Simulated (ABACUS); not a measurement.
**Ti: band-structure run (part 1 of 2)**

System: Ti (Im-3m, 1 atom in the cell).
Method: Kohn-Sham DFT of a periodic cell, revTPSS, SG15 ONCV 1.2 PBE, no spin polarisation (ABACUS 3.10.1).

The structure derives from an entry of the Crystallography Open Database.

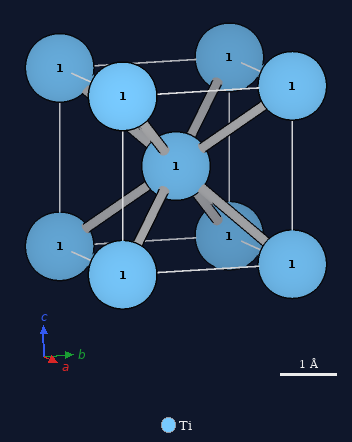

The input geometry (ball-and-stick view of the cell 2 times as large as that of the calculation, set on its symmetry axes, seen slightly off an axis; atoms are numbered from 1 in the order of the input). Near neighbours in the crystal (not all of them lie inside the picture): Ti has 8 Ti at 2.84 Å.

Input file
```python
"""ABACUS run from a structure file: ASE reads it, the script writes STRU, KPT and INPUT."""
import re
import subprocess
from ase.io import read
from ase.units import Bohr

atoms = read("Ti.cif")
atoms = atoms[(-atoms.numbers).argsort(kind="stable")]  # ABACUS lists atoms element by element
pseudo = {'Ti': 'Ti_ONCV_PBE-1.2.upf'}
orbital = {}
magmoms = None
kmesh = [7, 7, 7]
params = {
    'suffix': 'Ti',
    'calculation': 'scf',
    'basis_type': 'pw',
    'pseudo_dir': './',
    'symmetry': 1,
    'dft_functional': 'MGGA_X_REVTPSS+MGGA_C_REVTPSS',
    'ecutwfc': 97,
    'pseudo_rcut': 10,
    'nspin': 1,
    'nbands': 16,
    'ks_solver': 'dav',
    'smearing_method': 'fd',
    'smearing_sigma': 0.00367493,
    'scf_thr': 1e-08,
    'scf_nmax': 100,
    'mixing_type': 'broyden',
    'mixing_beta': 0.7,
    'cal_force': 1,
    'cal_stress': 1,
    'mixing_tau': 1,
    'out_chg': 1,
    'out_pot': 2,
    'out_elf': 1,
}

symbols = atoms.get_chemical_symbols()
elements = list(dict.fromkeys(symbols))
lines = ["ATOMIC_SPECIES"] + [f"{e} {atoms.get_masses()[symbols.index(e)]:.4f} {pseudo[e]}" for e in elements]
if orbital:
    lines += ["", "NUMERICAL_ORBITAL"] + [orbital[e] for e in elements]
lines += ["", "LATTICE_CONSTANT", f"{1 / Bohr:.10f}", "", "LATTICE_VECTORS"]
lines += [" ".join(f"{x:.10f}" for x in v) for v in atoms.cell]
lines += ["", "ATOMIC_POSITIONS", "Direct"]
for e in elements:
    lines += ["", e, "0.0", str(symbols.count(e))]
    for i, p in enumerate(atoms.get_scaled_positions(wrap=False)):
        if symbols[i] == e:
            mag = "" if magmoms is None else " mag " + " ".join(str(x) for x in (magmoms[i] if isinstance(magmoms[i], list) else [magmoms[i]]))
            lines.append(" ".join(f"{x:.10f}" for x in p) + " 1 1 1" + mag)
open("STRU", "w").write("\n".join(lines) + "\n")
open("KPT", "w").write("K_POINTS\n0\nGamma\n%d %d %d 0 0 0\n" % tuple(kmesh))
open("INPUT", "w").write("INPUT_PARAMETERS\n" + "".join(f"{k:<20s}{v}\n" for k, v in params.items()))

done = subprocess.run(['mpirun', '-np', '4', 'abacus'])
if done.returncode:
    raise SystemExit(done.returncode)
log = open("OUT.Ti/running_scf.log").read()
print("final energy (eV):", re.findall(r"FINAL_ETOT_IS (\S+)", log))
```

File Ti.cif
```
data_Ti
_cell_length_a 2.84229538
_cell_length_b 2.84229538
_cell_length_c 2.84229538
_cell_angle_alpha 109.47122063
_cell_angle_beta 109.47122063
_cell_angle_gamma 109.47122063
_space_group_name_H-M_alt 'P1'
_space_group_name_Hall 'P 1'
_space_group_IT_number 1
loop_
_space_group_symop_operation_xyz
'x,y,z'
loop_
_atom_site_label
_atom_site_type_symbol
_atom_site_symmetry_multiplicity
_atom_site_Wyckoff_symbol
_atom_site_fract_x
_atom_site_fract_y
_atom_site_fract_z
_atom_site_occupancy
Ti1 Ti 1 a 0.0000000000 0.0000000000 0.0000000000 1
```

File INPUT
```
INPUT_PARAMETERS
suffix              Ti
calculation         scf
basis_type          pw
pseudo_dir          ./
symmetry            1
dft_functional      MGGA_X_REVTPSS+MGGA_C_REVTPSS
ecutwfc             97
pseudo_rcut         10
nspin               1
nbands              16
ks_solver           dav
smearing_method     fd
smearing_sigma      0.00367493
scf_thr             1e-08
scf_nmax            100
mixing_type         broyden
mixing_beta         0.7
cal_force           1
cal_stress          1
mixing_tau          1
out_chg             1
out_pot             2
out_elf             1
```

File STRU
```
ATOMIC_SPECIES
Ti 47.8670 Ti_ONCV_PBE-1.2.upf

LATTICE_CONSTANT
1.8897261258

LATTICE_VECTORS
2.8422953800 0.0000000000 0.0000000000
-0.9474317931 2.6797417832 0.0000000000
-0.9474317931 -1.3398708911 2.3207244601

ATOMIC_POSITIONS
Direct

Ti
0.0
1
0.0000000000 0.0000000000 0.0000000000 1 1 1
```

File KPT
```
K_POINTS
0
Gamma
7 7 7 0 0 0
```

Machine: 4 threads of Intel Xeon (Sapphire Rapids), 16 GiB of memory available, shared host.

Run as:
```bash
OMP_NUM_THREADS=1 python run_abacus.py > log
```

Log
```
ABACUS v3.10.1

               Atomic-orbital Based Ab-initio Computation at UStc

 ------------------------------------------------------------------------------------

 READING GENERAL INFORMATION
                           global_out_dir = OUT.Ti/
                           global_in_card = INPUT
                               pseudo_dir = ./
                              orbital_dir =
                                    DSIZE = 4
                                    GSIZE = 1

 READING UNITCELL INFORMATION
                                    ntype = 1
                  lattice constant (Bohr) = 1.88973
              lattice constant (Angstrom) = 1

 READING ATOM TYPE 1
                               atom label = Ti
                      L=0, number of zeta = 1
                      L=1, number of zeta = 1
                      L=2, number of zeta = 1
             number of atom for this type = 1

                        TOTAL ATOM NUMBER = 1
DIRECT COORDINATES
    atom                   x                   y                   z     mag                  vx                  vy                  vz
taud_Ti1            0.0000000000        0.0000000000        0.0000000000  0.0000        0.0000000000        0.0000000000        0.0000000000

                          Volume (Bohr^3) = 119.284
                             Volume (A^3) = 17.676

 Lattice vectors: (Cartesian coordinate: in unit of a_0)
              +2.8423                  +0                  +0
            -0.947432            +2.67974                  +0
            -0.947432            -1.33987            +2.32072
 Reciprocal vectors: (Cartesian coordinate: in unit of 2 pi/a_0)
            +0.351828            +0.12439            +0.21545
                   -0            +0.37317            +0.21545
                   +0                  -0             +0.4309
 The esolver type has been set to : ksdft_pw

                PAO radial cut off (Bohr) = 10

 Read in pseudopotential file is Ti_ONCV_PBE-1.2.upf
                     pseudopotential type = NC
          exchange-correlation functional = PBE
                 nonlocal core correction = 0
                        valence electrons = 12
                                     lmax = 2
                           number of zeta = 0
                     number of projectors = 6
                           L of projector = 0
                           L of projector = 0
                           L of projector = 1
                           L of projector = 1
                           L of projector = 2
                           L of projector = 2
 XC functional updated to : MGGA_X_REVTPSS+MGGA_C_REVTPSS
          exchange-correlation functional = MGGA_X_REVTPSS+MGGA_C_REVTPSS
     initial pseudo atomic orbital number = 0

 SETUP THE ELECTRONS NUMBER
            electron number of element Ti = 12
      total electron number of element Ti = 12
            AUTOSET number of electrons:  = 12
                           occupied bands = 6
                                   NBANDS = 16
                                   NLOCAL = 9

%%%%%%%%%%%%%%%%%%%%%%%%%%%%%%%%%%%%%%%%%%%%%%%%%%%%%%%%%%%%%%%%%%%%%%%%%%%%%%%%%%%%%%%%%%%%%%%%%%%%%%%%%%
 Warning: the number of valence electrons in pseudopotential > 4 for Ti: [Ar] 3d2 4s2
 Pseudopotentials with additional electrons can yield (more) accurate outcomes, but may be less efficient.
 If you're confident that your chosen pseudopotential is appropriate, you can safely ignore this warning.
%%%%%%%%%%%%%%%%%%%%%%%%%%%%%%%%%%%%%%%%%%%%%%%%%%%%%%%%%%%%%%%%%%%%%%%%%%%%%%%%%%%%%%%%%%%%%%%%%%%%%%%%%%

 SETUP THE PLANE WAVE BASIS
 energy cutoff for charge/potential (unit:Ry) = 388
            fft grid for charge/potential = [ 36, 36, 36 ]
                        fft grid division = [ 1, 1, 1 ]
        big fft grid for charge/potential = [ 36, 36, 36 ]
                                     nbxx = 11664
                                     nrxx = 11664

 SETUP PLANE WAVES FOR CHARGE/POTENTIAL
                    number of plane waves = 15587
                         number of sticks = 841

 PARALLEL PW FOR CHARGE/POTENTIAL
     PROC   COLUMNS(POT)             PW
        1            210           3897
        2            210           3896
        3            210           3896
        4            211           3898
 --------------- sum -------------------
        4            841          15587
                            number of |g| = 238
                                  max |g| = 35.0925
                                  min |g| = 0

----------- Double Check Mixing Parameters Begin ------------
mixing_type: broyden
mixing_beta: 0.7
mixing_gg0: 1
mixing_gg0_min: 0.1
mixing_ndim: 8
----------- Double Check Mixing Parameters End ------------

 LATTICE VECTORS: (CARTESIAN COORDINATE: IN UNIT OF A0)
              +2.8423                  +0                  +0
            -0.947432            +2.67974                  +0
            -0.947432            -1.33987            +2.32072
                       right hand lattice = 1
                                   NORM_A = 2.8423
                                   NORM_B = 2.8423
                                   NORM_C = 2.8423
                           ALPHA (DEGREE) = 109.471
                           BETA  (DEGREE) = 109.471
                           GAMMA (DEGREE) = 109.471

 The lattice vectors have been changed (STRU_SIMPLE.cif)

(for optimal symmetric configuration:)
                             BRAVAIS TYPE = 2
                     BRAVAIS LATTICE NAME = 02. Cubic I (body-centered)
                                    ibrav = 2
                                    IBRAV = 2
                                  BRAVAIS = BODY CENTERED CUBIC
                       LATTICE CONSTANT A = 3.282
Original cell was already a primitive cell.
                        ROTATION MATRICES = 48
              PURE POINT GROUP OPERATIONS = 48
                   SPACE GROUP OPERATIONS = 48
                              POINT GROUP = O_h
               POINT GROUP IN SPACE GROUP = O_h

 SETUP K-POINTS
                                    nspin = 1
                   Input type of k points = Monkhorst-Pack(Gamma)
                                   nkstot = 343
                       right hand lattice = 1
(for reciprocal lattice: )
                             BRAVAIS TYPE = 3
                     BRAVAIS LATTICE NAME = 03. Cubic F (face-centered)
                                    ibrav = 3
                       right hand lattice = 1
(for k-lattice: )
                             BRAVAIS TYPE = 3
                     BRAVAIS LATTICE NAME = 03. Cubic F (face-centered)
                                    ibrav = 3
                       right hand lattice = 1
                        ROTATION MATRICES = 48
                               nkstot_ibz = 20
K-POINTS REDUCTION ACCORDING TO SYMMETRY
     IBZ    DIRECT_X    DIRECT_Y    DIRECT_Z  WEIGHT  ibz2bz
       1  0.00000000  0.00000000  0.00000000  0.0029       0
       2 -0.14285714  0.14285714  0.00000000  0.0350       1
       3 -0.28571429  0.28571429  0.00000000  0.0350       2
       4 -0.42857143  0.42857143  0.00000000  0.0350       3
       5 -0.14285714 -0.14285714  0.28571429  0.0700       8
       6 -0.14285714 -0.28571429  0.42857143  0.1399       9
       7  0.42857143  0.42857143  0.14285714  0.0700      10
       8  0.42857143  0.28571429  0.28571429  0.0700      16
       9 -0.14285714 -0.14285714  0.42857143  0.0233      57
      10  0.42857143  0.28571429  0.14285714  0.0700      58
      11 -0.14285714  0.14285714  0.14285714  0.0175      62
      12  0.28571429  0.28571429  0.28571429  0.0233      65
      13  0.28571429  0.14285714 -0.28571429  0.0700      68
      14 -0.42857143  0.42857143  0.14285714  0.0700      74
      15 -0.42857143  0.28571429  0.28571429  0.0700      75
      16  0.42857143  0.28571429  0.42857143  0.0700      81
      17  0.28571429  0.28571429 -0.28571429  0.0175     117
      18 -0.42857143  0.42857143  0.28571429  0.0700     123
      19  0.42857143  0.42857143  0.42857143  0.0233     130
      20 -0.42857143  0.42857143  0.42857143  0.0175     172

                               nkstot now = 20
[... K-POINTS DIRECT COORDINATES: 20 rows ...]

           k-point number in this process = 20
       minimum distributed K point number = 20
[... stars of the k points ...]

[... K-POINTS CARTESIAN COORDINATES: 20 rows ...]

[... K-POINTS DIRECT COORDINATES: 20 rows ...]

 SETUP PLANE WAVES FOR WAVE FUNCTIONS
     energy cutoff for wavefunc (unit:Ry) = 97
              fft grid for wave functions = [ 36, 36, 36 ]
                    number of plane waves = 2899
                         number of sticks = 277

 PARALLEL PW FOR WAVE FUNCTIONS
     PROC   COLUMNS(POT)             PW
        1             70            726
        2             69            724
        3             69            724
        4             69            725
 --------------- sum -------------------
        4            277           2899

 SETUP NONLOCAL PSEUDOPOTENTIALS IN PLANE WAVE BASIS
 Ti non-local projectors:
 projector 1 L=0
 projector 2 L=0
 projector 3 L=1
 projector 4 L=1
 projector 5 L=2
 projector 6 L=2
      TOTAL NUMBER OF NONLOCAL PROJECTORS = 18

 Init Non-Local PseudoPotential table :
 Init Non-Local-Pseudopotential done.

                                     npwx = 495

 -------------------------------------------
 SELF-CONSISTENT
 -------------------------------------------
                                 init_chg = atomic

 PW ALGORITHM --------------- ION=   1  ELEC=   1--------------------------------
 Notice: Threshold on eigenvalues was too large.
 hsover_error=0.12 > DRHO=0.109165
 Origin diag ethr = 0.01
 New diag ethr = 0.000909707

 Density error is 0.105785239096
                          Error Threshold = 0.00090970677931
----------------------------------------------------------
     Energy           Rydberg                 eV
```
